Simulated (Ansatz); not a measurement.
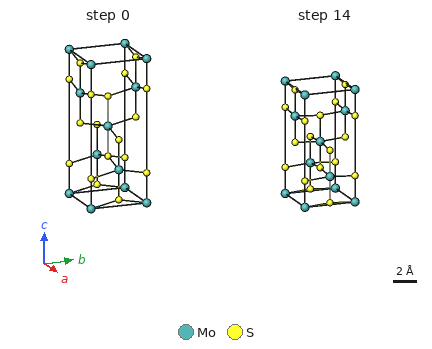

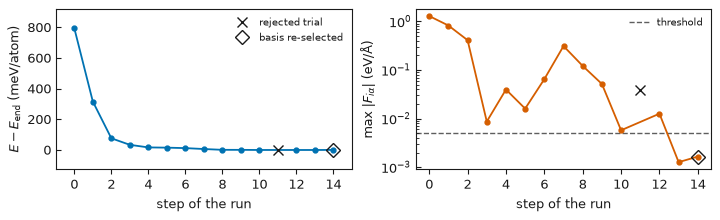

First and last geometry of a relaxation of a crystal of MoS$_{2}$ (built on the anatase type), with the history of the run. Style: ball-and-stick. Shown: the conventional cell (2 times the calculation's cell), slightly off an axis. Lengths and directions refer to the drawn axes.

All numbers below come from DFT, PBE, plane waves, PAW (Ansatz).

Input
```yaml
crystal:
  lattice:
    - [-2.64892838, 2.64892838, 6.6488102338]
    - [2.64892838, -2.64892838, 6.6488102338]
    - [2.64892838, 2.64892838, -6.6488102338]
  atoms:
    - { symbol: Mo, position: [0.75, 0.25, 0.5] }
    - { symbol: Mo, position: [0.0, 0.0, 0.0] }
    - { symbol: S, position: [0.542, 0.042, 0.5] }
    - { symbol: S, position: [0.792, 0.792, 0.0] }
    - { symbol: S, position: [0.208, 0.208, 0.0] }
    - { symbol: S, position: [0.958, 0.458, 0.5] }
kpoints:
  mp_grid: { grid: [6, 6, 6] }
hamiltonian:
  xc: pbe
scf:
  occupations: { method: fermi_dirac, width: 0.02 }
relax:
  f_tol: 0.005
  cell: {}
```

Run as
```bash
ansatz run input.yaml --threads 2 --pin off --max-ram 29491MiB --backend cpu --events-out ev --progress --plain --runs-dir out
```

**Read the history and describe the run.**

It converged. The largest moves relative to the cell, 0.26 Å, are those of S3, S4, S5 and S6. S3 goes along −c. Mo stays in place. The drawn cell changes as follows: a = b 5.298 → 4.775 Å (−9.9 %), c 13.298 → 10.367 Å (−22.0 %); the volume changes by −36.7 %. Near-neighbour distances that change, for instance: Mo1–S3 2.766 → 2.418 Å, Mo1–S4 2.707 → 2.394 Å. Bond angles that change, for instance: Mo2–S6–Mo2 156.2° → 171.7°, S3–Mo2–S3 156.2° → 171.7°, S3–Mo2–S4 101.9° → 94.2°. The space group stays I4_1/amd (No. 141). The energy falls by 794 meV per atom in 12 accepted moves (14 points after the start). Largest force component: 1.3 eV/Å at the start, 0.0016 eV/Å at the end. The pressure goes from −17.67 to −0.01 GPa. The line search rejected the trial step at point 11 of the run. The SCF was repeated once at an unchanged geometry on a basis and grid sized afresh for the cell, which shifted the energy by 0.5 meV per atom at most.
